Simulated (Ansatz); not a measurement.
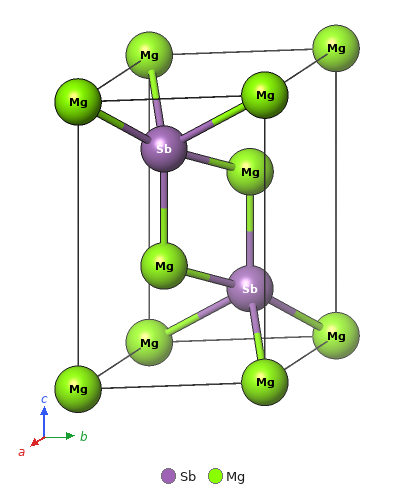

The image is a ball-and-stick drawing of a crystal, viewed slightly off an axis. Thin lines show the conventional unit cell, with boundary atoms drawn in all their periodic places.

Bond cut-offs: Mg–Sb up to 3.63 Å (cut-off distances).

### Read off the composition.

Mg$_{3}$Sb$_{2}$. The cell holds 3 Mg, 2 Sb, counting shared atoms by their share.

### Which of the Bravais lattices applies?

Primitive hexagonal lattice; the crystal system is trigonal.

### What is the topology of the bonding, in broad terms?

The bonds build a three-dimensional framework.

It goes back to a structure type known for this compound. Earlier steps of the study, as a rule a relaxation of our own, may have changed the cell and positions, so they can lie some per cent off the listed ones. It was the input of a calculation with Ansatz.
